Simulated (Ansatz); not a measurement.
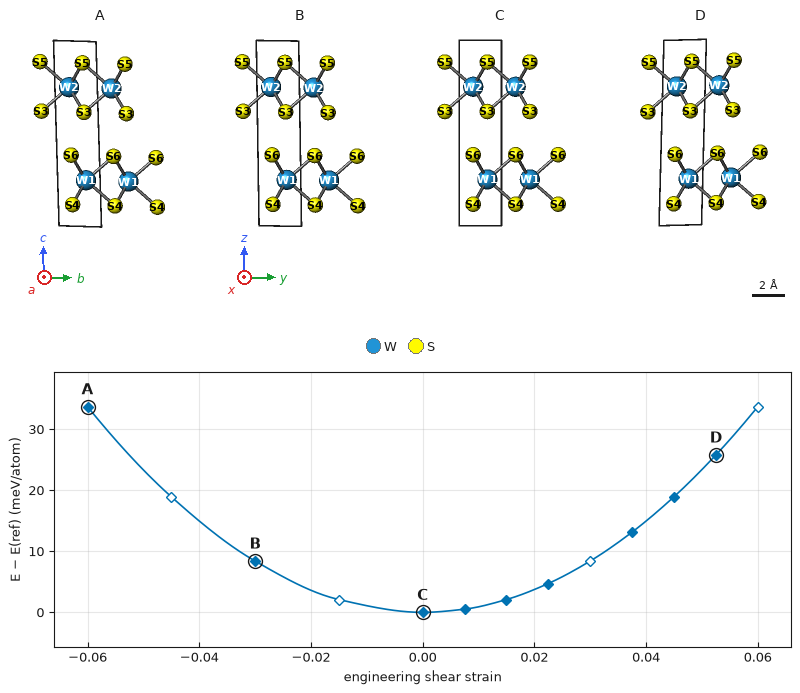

A scan of crystalline WS2 (P6_3/mmc): the cell is strained in shear in the yz plane, with the atoms kept at their fractional coordinates. x, y and z are the Cartesian axes of the input. The lettered frames are marked on the plot. Hollow markers are points alike by symmetry, not computed again. A ball-and-stick model of the cell of the calculation, repeated 2 × 2 × 1 with one cell outlined, seen along the a axis.

Method: DFT PBEsol+D3(BJ), scalar-relativistic, plane waves, PAW (Ansatz 0.2.0). Set-up: plane-wave cutoff 420 eV; k-point mesh 12 × 12 × 4; occupations gaussian; smearing width 0.05 eV; no spin polarisation. Energies (free energies at the smearing named) are counted from the relaxed crystal.

> Describe the profile.

Of the computed points the lowest is at the strain 0.00, 0.0 meV/atom. The curvature at zero strain, (1/V) d²E/dε², is about 180 GPa; it is C₄₄ with clamped ions. The distortion takes the space group from P6_3/mmc to C2/m. At the strain −0.06 the cell of the drawing goes b 3.115 → 3.116 Å, c 11.772 → 11.778 Å, α 90.0° → 93.0°.
